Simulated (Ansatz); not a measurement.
Sr₈Ti₈HO₂₄: geometry relaxation (part 1 of 4)

Sr₈Ti₈HO₂₄ (defect cell, 41 atoms in the cell), computed with DFT PBE, scalar-relativistic, plane waves, PAW, spin-polarised (Ansatz 0.2.0).

The structure derives from an entry of the Crystallography Open Database.

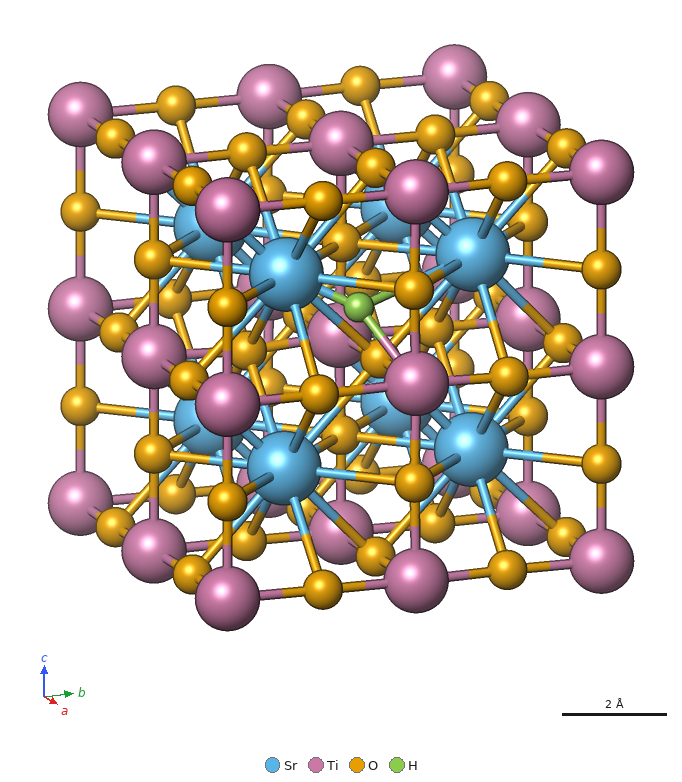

The starting structure (ball-and-stick view of the cell of the calculation, seen slightly off an axis). An atom can appear more than once, as a periodic image.

## Key numbers

```csv
quantity,value
outcome,converged
electrons treated,321
free energy,−62050.3820 eV
Fermi energy,12.272 eV
net moment of the cell,0.00 μB
integrated absolute moment,0.00 μB
final volume,473.55 Å³
largest force (length of the vector) at the end,0.015 eV/Å
hardware,"4 threads of Arm Neoverse V1, 24 GiB of memory available, shared host"
wall time,51 min (CPU time 3.3 h)
peak memory,3.1 GiB
```

## Remarks

The electronic state found may not be the lowest one. Notes on the run: the magnetisation did not meet its threshold; a screening estimate came out negative during mixing; some starting moments were not kept.

## Input file
```yaml
crystal:
  lattice:
    - [5.511, -5.511, 0.0]
    - [5.511, 5.511, 0.0]
    - [0.0, 0.0, 7.796]
  atoms:
    - { symbol: Sr, position: [0.25, 0.25, 0.75] }
    - { symbol: Sr, position: [0.25, 0.75, 0.25] }
    - { symbol: Sr, position: [0.75, 0.25, 0.25] }
    - { symbol: Sr, position: [0.755533187, 0.7521416119, 0.7527925164] }
    - { symbol: Sr, position: [0.7538896117, 0.254144268, 0.7492594297], spin: 0.5 }
    - { symbol: Sr, position: [0.75, 0.75, 0.25] }
    - { symbol: Sr, position: [0.25, 0.25, 0.25] }
    - { symbol: Sr, position: [0.25, 0.75, 0.75] }
    - { symbol: Ti, position: [0.0, 0.0, 0.0] }
    - { symbol: Ti, position: [-0.0047225426, 0.506813835, 0.5036594774] }
    - { symbol: Ti, position: [0.5, 0.0, 0.5] }
    - { symbol: Ti, position: [0.5, 0.5, 0.0] }
    - { symbol: Ti, position: [0.5, 0.0, 0.0] }
    - { symbol: Ti, position: [0.5003223851, 0.4947696291, 0.5072326873] }
    - { symbol: Ti, position: [0.0, 0.0, 0.5] }
    - { symbol: Ti, position: [0.004726044, 0.5024464297, -0.0011269876] }
    - { symbol: O, position: [0.0, 0.0, 0.25] }
    - { symbol: O, position: [0.0037857329, 0.4970737967, 0.7471700329], spin: 0.5 }
    - { symbol: O, position: [0.5, 0.0, 0.75] }
    - { symbol: O, position: [0.5, 0.5, 0.25] }
    - { symbol: O, position: [0.5, 0.0, 0.25] }
    - { symbol: O, position: [0.5050799392, 0.5000483377, 0.7470382508] }
    - { symbol: O, position: [0.0, 0.0, 0.75] }
    - { symbol: O, position: [0.0, 0.5, 0.25] }
    - { symbol: O, position: [0.7521662362, 0.4935424945, -0.0002179527] }
    - { symbol: O, position: [0.75, 0.9951, 0.5] }
    - { symbol: O, position: [0.25, 0.4951, 0.5] }
    - { symbol: O, position: [0.25, 0.9951, 0.0] }
    - { symbol: O, position: [0.0076669872, 0.2519628739, 0.0004711164] }
    - { symbol: O, position: [-0.0013769647, 0.7521656413, 0.4981688135] }
    - { symbol: O, position: [0.4995038983, 0.2486391298, 0.4914229528] }
    - { symbol: O, position: [0.5049, 0.75, 0.0] }
    - { symbol: O, position: [0.75, 0.0049, 0.0] }
    - { symbol: O, position: [0.7503966188, 0.5058444772, 0.5076866763], spin: 0.5 }
    - { symbol: O, position: [0.25, 0.0049, 0.5] }
    - { symbol: O, position: [0.25, 0.5049, 0.0] }
    - { symbol: O, position: [0.4951, 0.25, 0.0] }
    - { symbol: O, position: [0.4951, 0.75, 0.5] }
    - { symbol: O, position: [0.99324695, 0.2470776036, 0.4997511457] }
    - { symbol: O, position: [0.9951, 0.75, 0.0] }
    - { symbol: H, position: [0.8339924728, 0.416459217, 0.6685959672], spin: 0.5 }
magnetization:
  spin_polarized: true
basis:
  ecutwfc: 420
  fft_grid_basis: typed
kpoints:
  mp_grid: { grid: [2, 2, 2] }
hamiltonian:
  xc: pbe
  pseudopotentials: { kind: paw }
scf:
  occupations: { method: gaussian, width: 0.05 }
output:
  forces: true
  stress: false
  eigenvalues: false
  bader: false
  write_density: false
  volumetric_format: npy
  populations: true
relax:
  adjacent_minimum: "off"
  max_steps: 30
  f_tol: 0.05
```

Launch command:
```bash
ansatz run input.yaml --threads 4 --pin off --max-ram 10240MiB --backend cpu --events-out ev --progress --plain --runs-dir out
```

## What the program printed
```
settings of this run that can trade accuracy for cost: output.eigenvalues: false. Do not mix this run's numbers with those of runs without the same settings; the input reference describes each key
Engine: ansatz 0.2.0, aarch64-unknown-linux-gnu
Pseudopotentials: kind: paw
Pseudopotential: Sr, paw, valence charge 10, recommended cutoff 420 eV (normal), Sr.paw.azcp
Pseudopotential: Ti, paw, valence charge 12, recommended cutoff 420 eV (normal), Ti.paw.azcp
Pseudopotential: O, paw, valence charge 6, recommended cutoff 420 eV (normal), O.paw.azcp
Pseudopotential: H, paw, valence charge 1, recommended cutoff 420 eV (normal), H.paw.azcp
Functional definition: PBE
  parameter kappa = 0.804
  parameter beta = 0.06672455060314922
  exchange = pbe_x(kappa = kappa, mu = beta*pi^2/3)
  correlation = pbe_c(beta = beta)
Crystal: 41 atoms, lattice volume = 473.547 Å³
Basis set: ecut = 420 eV, 9171 PW (Γ), exchange–correlation on 108×108×108 points (8 copies of the dense FFT grid, shifted against one another)
Bands: 203, of which v1, the nominal top of the filled ones, is band 161 counted from 1 (160 counted from 0)
Symmetry: 1 space group operations
Space group: P1 (ITA 1), of the structure as read, at distance tolerance 7.8e-5 Å
Magnetic group: BNS 1.1 (UNI 1), of the structure as read, at distance tolerance 7.8e-5 Å
k-points: 8
Non-local potential: Sr, projectors of the file, l = 0: 3, l = 1: 2, l = 2: 2
Non-local potential: Ti, projectors of the file, l = 0: 3, l = 1: 2, l = 2: 3, l = 3: 1
Non-local potential: O, projectors of the file, l = 0: 2, l = 1: 2, l = 2: 1
Non-local potential: H, projectors of the file, l = 0: 2, l = 1: 1
PAW form: soft (Blöchl's): semilocal exchange-correlation on the pseudo side does not see the compensation charge
PAW one-centre angular grid: Sr, 110 points (default); XC on 64 Gauss nodes
PAW one-centre angular grid: Ti, 590 points (default); XC on 64 Gauss nodes
PAW one-centre angular grid: O, 110 points (default); XC on 64 Gauss nodes
PAW one-centre angular grid: H, 110 points (default); XC on 64 Gauss nodes
Initial density: superposition of atomic densities (chi_scale 0.1, normalization cell, long waves kept (reshape's long-wave potential 0.02 eV rms))
Starting moments: Σ|m| = 2 μB on 4 of 41 sites
Initial wavefunctions: pseudopotential atomic-orbital guess
Functional: x = pbe(κ = 0.804, μ = 0.2195149727645171), c = pbe(β = 0.06672455060314922)
SCF iter   1: F=—  HF=-62045.327352 eV  |F-HF|=—  |Δ(HF+E_count)|=         —  Δρ=2.97e-2 (↑2.97e-2 ↓2.74e-2)  dr2=1.34e1  dr2_m=3.32e-1  M=0.563 μB ∫|m|=0.688 μB  β_m=0.30  ethr=3.10e-3  ⟨swp⟩=7.2  Hψ=15904  notcnv=0  defer=97
Mixer restart at iter 1: flushing history
preconditioner: auto → Kerker (q_TF=auto, 2.557 Å⁻¹)  [metal: Δε(μ)=0.050 eV  Ē_g=12.853 eV  σ=0.050 eV  W_gap=0.50  n_scr=146 (ndim 8)  ℏωp=26.5 eV  f_vac=0.000  D(μ)=7.06/eV (n_scr^D=32)]
spin=Collinear: Kerker preconditioning applied to the charge; magnetization (m = ρ↑ − ρ↓) channel mixes plain (no charge-response kernel on spin).
SCF iter   2: F=—  HF=-62044.468489 eV  |F-HF|=—  |Δ(HF+E_count)|=   8.59e-1  Δρ=2.07e-2 (↑2.07e-2 ↓2.03e-2)  dr2=6.85e0  dr2_m=2.21e-1  M=0.402 μB ∫|m|=0.522 μB  β_m=0.62  ethr=3.10e-3  ⟨swp⟩=2.1  Hψ=4073  notcnv=0  defer=510
SCF iter   3: F=—  HF=-62046.008757 eV  |F-HF|=—  |Δ(HF+E_count)|=    1.54e0  Δρ=6.88e-3 (↑6.49e-3 ↓6.88e-3)  dr2=9.30e-1  dr2_m=1.48e-2  M=0.076 μB ∫|m|=0.176 μB  β_m=0.70  ethr=2.13e-3  ⟨swp⟩=2.9  Hψ=5947  notcnv=0  defer=513
SCF iter   4: F=—  HF=-62046.198232 eV  |F-HF|=—  |Δ(HF+E_count)|=   1.89e-1  Δρ=4.08e-3 (↑4.08e-3 ↓4.02e-3)  dr2=2.63e-1  dr2_m=9.79e-4  M=0.040 μB ∫|m|=0.078 μB  β_m=0.67  ethr=2.90e-4  ⟨swp⟩=3.1  Hψ=6126  notcnv=0  defer=522
SCF iter   5: F=—  HF=-62046.192041 eV  |F-HF|=—  |Δ(HF+E_count)|=         —  Δρ=1.59e-3 (↑1.59e-3 ↓1.54e-3)  dr2=4.03e-2  dr2_m=3.98e-4  M=0.014 μB ∫|m|=0.046 μB  β_m=0.67  ethr=8.18e-5  ⟨swp⟩=2.0  Hψ=4557  notcnv=0  defer=522
Mixer restart at iter 5: flushing history
SCF iter   6: F=—  HF=-62046.197089 eV  |F-HF|=—  |Δ(HF+E_count)|=   5.05e-3  Δρ=9.46e-4 (↑9.46e-4 ↓9.17e-4)  dr2=1.73e-2  dr2_m=1.66e-4  M=0.013 μB ∫|m|=0.032 μB  β_m=0.80  ethr=1.25e-5  ⟨swp⟩=2.0  Hψ=4444  notcnv=0  defer=522
SCF iter   7: F=—  HF=-62046.202128 eV  |F-HF|=—  |Δ(HF+E_count)|=   5.04e-3  Δρ=6.89e-4 (↑6.86e-4 ↓6.89e-4)  dr2=9.99e-3  dr2_m=6.97e-5  M=0.007 μB ∫|m|=0.021 μB  β_m=0.81  ethr=5.39e-6  ⟨swp⟩=2.0  Hψ=5501  notcnv=0  defer=522
SCF iter   8: F=—  HF=-62046.202807 eV  |F-HF|=—  |Δ(HF+E_count)|=   6.79e-4  Δρ=1.46e-4 (↑1.36e-4 ↓1.46e-4)  dr2=8.30e-4  dr2_m=8.80e-6  M=0.003 μB ∫|m|=0.008 μB  β_m=0.90  ethr=3.11e-6  ⟨swp⟩=2.2  Hψ=4793  notcnv=0  defer=522
SCF iter   9: F=—  HF=-62046.202863 eV  |F-HF|=—  |Δ(HF+E_count)|=   5.54e-5  Δρ=1.20e-4 (↑1.20e-4 ↓1.20e-4)  dr2=4.72e-4  dr2_m=1.18e-6  M=0.001 μB ∫|m|=0.003 μB  β_m=0.78  ethr=2.58e-7  ⟨swp⟩=2.0  Hψ=5170  notcnv=0  defer=522
SCF iter  10: F=—  HF=-62046.202793 eV  |F-HF|=—  |Δ(HF+E_count)|=   7.00e-5  Δρ=4.95e-5 (↑4.94e-5 ↓4.95e-5)  dr2=1.19e-4  dr2_m=1.14e-7  M=0.000 μB ∫|m|=0.001 μB  β_m=0.80  ethr=1.47e-7  ⟨swp⟩=2.0  Hψ=4377  notcnv=0  defer=522
SCF iter  11: F=-62046.202741 eV  HF=-62046.202779 eV  |F-HF|=3.74e-5  |Δ(HF+E_count)|=   1.43e-5  Δρ=3.17e-5 (↑3.17e-5 ↓3.12e-5)  dr2=4.77e-5  dr2_m=9.31e-9  M=-0.000 μB ∫|m|=0.000 μB  ethr=1.95e-8  ⟨swp⟩=1.8  Hψ=9872  notcnv=0
WARN: the starting moments were not kept: the SCF closed with an absolute magnetisation of 2.7e-4 μB, where they sum to 2 μB in size (4 sites). That is at most 0.1 of that sum. Measured as dr2_m measures the in/out step, that magnetisation stands 2.5e-9 eV from none, at or under the dr2_threshold of 6.3e-5 eV: it is no larger than a step whose dr2_m would equal this threshold. The system may hold no moment; this SCF shows only that its start led to no more than that. To try another start: raise the starting moments (crystal.atoms[].spin, magnetization.per_species, magnetization.initial_magnetization, or on a non-collinear deck that types none of these the spinor_matrix: blocks that start its atoms; where the total moment is fixed, keep their sum and leave initial_magnetization as it is; typed ones take the place of any that the run laid by itself, positive ones on a crystal's lanthanoids without a Hubbard term where scf.initial_density.shell_occupations: [] is typed) or, if the notice of its spin-set hold's release reads "site moments contracting" or "site moments show no strong build", lengthen the hold (scf.mixing.spin_hold: { on: { confirm: 4 } }; for m-r²SCAN on two components see the key's manual first). Each may lead to a state that holds a moment. A second SCF, from the converged charge density, with the starting moments and any scf.initial_density.shell_occupations laid on it anew, would have followed, and was not run: the deck does not ask for one (magnetization.retry_lost_moments is false, the default). To let it run, set magnetization.retry_lost_moments: true and run the deck again, where that key's refused combinations let it; where memory then withholds it, that run's warning says so.
SCF 1 converged in 11 iterations: F = -62046.202741 eV  dr2 = 4.77e-5
  greatest PAW one-centre occupation: 0.999 electrons in one spin orbital (limit 2), on the Ti atom at site 12 (counted from 0), in its partial waves of l = 0
relax step   1: F+E_penalty+E_count = -62046.20274123 eV  Δ(F+E_penalty+E_count) = +0.000e0 eV  max|allowed force component| = 6.591e0 eV/Å  Δτ_max = 0.0000 Å  (11 SCF iters, dr2 threshold 6.25e-5 eV, accepted)
Initial density: handed on by an earlier stage of this run
Starting moments: Σ|m| = 2 μB on 4 of 41 sites; this step starts from the density that it was given
Initial wavefunctions: those handed on with the density
iter 1 solved again at ethr=1.09e-3 eV; its pass at ethr=3.10e-3 eV (dr2=3.49e0 eV) is discarded
SCF iter   1: F=—  HF=-62048.671110 eV  |F-HF|=—  |Δ(HF+E_count)|=         —  Δρ=8.38e-3 (↑7.62e-3 ↓8.38e-3)  dr2=3.45e0  dr2_m=1.43e-2  M=-0.000 μB ∫|m|=0.050 μB  β_m=0.30  ethr=1.09e-3  ⟨swp⟩=1.1  Hψ=11338  notcnv=0  defer=476
preconditioner: auto → Kerker (q_TF=auto, 2.557 Å⁻¹)  [metal: Δε(μ)=0.004 eV  Ē_g=12.487 eV  σ=0.050 eV  W_gap=0.04  n_scr=146 (ndim 8)  ℏωp=26.5 eV  f_vac=0.001  D(μ)=8.04/eV (n_scr^D=32)]
spin=Collinear: Kerker preconditioning applied to the charge; magnetization (m = ρ↑ − ρ↓) channel mixes plain (no charge-response kernel on spin).
SCF iter   2: F=—  HF=-62048.430444 eV  |F-HF|=—  |Δ(HF+E_count)|=   2.41e-1  Δρ=5.14e-3 (↑4.39e-3 ↓5.14e-3)  dr2=1.54e0  dr2_m=7.74e-3  M=0.002 μB ∫|m|=0.043 μB  β_m=0.46  ethr=1.07e-3  ⟨swp⟩=2.8  Hψ=3421  notcnv=0  defer=534
SCF iter   3: F=—  HF=-62048.257924 eV  |F-HF|=—  |Δ(HF+E_count)|=   1.73e-1  Δρ=2.85e-3 (↑2.59e-3 ↓2.85e-3)  dr2=4.04e-1  dr2_m=1.24e-3  M=0.003 μB ∫|m|=0.024 μB  β_m=0.54  ethr=4.81e-4  ⟨swp⟩=2.9  Hψ=5215  notcnv=0  defer=530
SCF iter   4: F=—  HF=-62048.204715 eV  |F-HF|=—  |Δ(HF+E_count)|=   5.32e-2  Δρ=2.74e-3 (↑2.71e-3 ↓2.74e-3)  dr2=4.60e-1  dr2_m=9.02e-5  M=0.005 μB ∫|m|=0.013 μB  β_m=0.46  ethr=1.26e-4  ⟨swp⟩=3.1  Hψ=4869  notcnv=0  defer=530
SCF iter   5: F=—  HF=-62048.159622 eV  |F-HF|=—  |Δ(HF+E_count)|=   4.51e-2  Δρ=1.29e-3 (↑1.27e-3 ↓1.29e-3)  dr2=4.40e-2  dr2_m=9.46e-5  M=0.005 μB ∫|m|=0.011 μB  β_m=0.61  ethr=1.26e-4  ⟨swp⟩=2.6  Hψ=4527  notcnv=0  defer=526
SCF iter   6: F=—  HF=-62048.155636 eV  |F-HF|=—  |Δ(HF+E_count)|=   3.99e-3  Δρ=7.86e-4 (↑7.69e-4 ↓7.86e-4)  dr2=2.89e-2  dr2_m=3.69e-5  M=0.006 μB ∫|m|=0.009 μB  β_m=0.64  ethr=1.37e-5  ⟨swp⟩=2.1  Hψ=5033  notcnv=0  defer=526
SCF iter   7: F=—  HF=-62048.154278 eV  |F-HF|=—  |Δ(HF+E_count)|=   1.36e-3  Δρ=3.77e-4 (↑3.68e-4 ↓3.77e-4)  dr2=3.42e-3  dr2_m=7.78e-6  M=0.007 μB ∫|m|=0.010 μB  β_m=0.62  ethr=9.01e-6  ⟨swp⟩=1.4  Hψ=3264  notcnv=0  defer=526
SCF iter   8: F=—  HF=-62048.154319 eV  |F-HF|=—  |Δ(HF+E_count)|=   4.01e-5  Δρ=2.06e-4 (↑2.05e-4 ↓2.06e-4)  dr2=1.24e-3  dr2_m=1.05e-6  M=0.008 μB ∫|m|=0.010 μB  β_m=0.62  ethr=1.06e-6  ⟨swp⟩=2.1  Hψ=5236  notcnv=0  defer=526
SCF iter   9: F=—  HF=-62048.154382 eV  |F-HF|=—  |Δ(HF+E_count)|=   6.33e-5  Δρ=1.20e-4 (↑1.20e-4 ↓1.18e-4)  dr2=4.59e-4  dr2_m=2.99e-7  M=0.008 μB ∫|m|=0.011 μB  β_m=0.57  ethr=3.85e-7  ⟨swp⟩=1.9  Hψ=3844  notcnv=0  defer=526
SCF iter  10: F=-62048.154382 eV  HF=-62048.154396 eV  |F-HF|=1.41e-5  |Δ(HF+E_count)|=   1.43e-5  Δρ=4.52e-5 (↑4.48e-5 ↓4.52e-5)  dr2=5.07e-5  dr2_m=2.57e-7  M=0.009 μB ∫|m|=0.012 μB  ethr=3.12e-8  ⟨swp⟩=2.8  Hψ=9200  notcnv=0
the starting moments were not kept: the SCF closed with an absolute magnetisation of 1.1e-2 μB, where they sum to 2 μB in size (4 sites). That is at most 0.1 of that sum. Measured as dr2_m measures the in/out step, that magnetisation stands 8.5e-6 eV from none, at or under the dr2_threshold of 1.0e-4 eV: it is no larger than a step whose dr2_m would equal this threshold.
SCF 2 converged in 10 iterations: F = -62048.154382 eV  dr2 = 5.07e-5
relax step   2: F+E_penalty+E_count = -62048.15438210 eV  Δ(F+E_penalty+E_count) = -1.952e0 eV  max|allowed force component| = 3.210e0 eV/Å  Δτ_max = 0.1928 Å  (10 SCF iters, dr2 threshold 1.00e-4 eV, accepted)
[... from here on the SCF iterations and repeated set-up lines of each step are left out, up to the last step ...]
SCF 3 converged in 19 iterations: F = -62049.203429 eV  dr2 = 3.66e-7
relax step   3: F+E_penalty+E_count = -62049.20342856 eV  Δ(F+E_penalty+E_count) = -1.049e0 eV  max|allowed force component| = 1.398e0 eV/Å  Δτ_max = 0.1950 Å  (19 SCF iters, dr2 threshold 1.00e-4 eV, accepted)
SCF 4 converged in 60 iterations: F = -62049.739539 eV  dr2 = 2.67e-10
relax step   4: F+E_penalty+E_count = -62049.73953862 eV  Δ(F+E_penalty+E_count) = -5.361e-1 eV  max|allowed force component| = 1.053e0 eV/Å  Δτ_max = 0.2000 Å  (60 SCF iters, accepted)
SCF 5 converged in 47 iterations: F = -62050.024446 eV  dr2 = 7.01e-10
relax step   5: F+E_penalty+E_count = -62050.02444600 eV  Δ(F+E_penalty+E_count) = -2.849e-1 eV  max|allowed force component| = 4.966e-1 eV/Å  Δτ_max = 0.2000 Å  (47 SCF iters, accepted)
SCF 6 converged in 76 iterations: F = -62050.043149 eV  dr2 = 5.91e-10
relax step   6: F+E_penalty+E_count = -62050.04314875 eV  Δ(F+E_penalty+E_count) = -1.870e-2 eV  max|allowed force component| = 4.840e-1 eV/Å  Δτ_max = 0.1877 Å  (76 SCF iters, accepted)
SCF 7 converged in 39 iterations: F = -62050.085008 eV  dr2 = 7.21e-11
relax step   7: F+E_penalty+E_count = -62050.08500841 eV  Δ(F+E_penalty+E_count) = -4.186e-2 eV  max|allowed force component| = 3.843e-1 eV/Å  Δτ_max = 0.0396 Å  (39 SCF iters, accepted)
SCF 8 converged in 76 iterations: F = -62050.189407 eV  dr2 = 4.27e-10
relax step   8: F+E_penalty+E_count = -62050.18940750 eV  Δ(F+E_penalty+E_count) = -1.044e-1 eV  max|allowed force component| = 1.064e0 eV/Å  Δτ_max = 0.1980 Å  (76 SCF iters, accepted)
SCF 9 converged in 78 iterations: F = -62050.328447 eV  dr2 = 1.67e-10
relax step   9: F+E_penalty+E_count = -62050.32844709 eV  Δ(F+E_penalty+E_count) = -1.390e-1 eV  max|allowed force component| = 5.041e-1 eV/Å  Δτ_max = 0.2000 Å  (78 SCF iters, accepted)
SCF 10 converged in 36 iterations: F = -62049.964701 eV  dr2 = 1.24e-10
relax step  10: F+E_penalty+E_count = -62049.96470083 eV  Δ(F+E_penalty+E_count) = +3.637e-1 eV  max|allowed force component| = 1.044e0 eV/Å  Δτ_max = 0.1983 Å  (36 SCF iters, rejected (line search))
SCF 11 converged in 35 iterations: F = -62050.368570 eV  dr2 = 1.02e-9
relax step  11: F+E_penalty+E_count = -62050.36856961 eV  Δ(F+E_penalty+E_count) = -4.012e-2 eV  max|allowed force component| = 9.220e-2 eV/Å  Δτ_max = 0.0991 Å  (35 SCF iters, accepted)
SCF 12 converged in 49 iterations: F = -62050.377344 eV  dr2 = 1.39e-8
relax step  12: F+E_penalty+E_count = -62050.37734386 eV  Δ(F+E_penalty+E_count) = -8.774e-3 eV  max|allowed force component| = 1.334e-1 eV/Å  Δτ_max = 0.1000 Å  (49 SCF iters, accepted)
SCF 13 converged in 31 iterations: F = -62050.379490 eV  dr2 = 1.02e-10
relax step  13: F+E_penalty+E_count = -62050.37949002 eV  Δ(F+E_penalty+E_count) = -2.146e-3 eV  max|allowed force component| = 1.285e-1 eV/Å  Δτ_max = 0.0595 Å  (31 SCF iters, accepted)
```
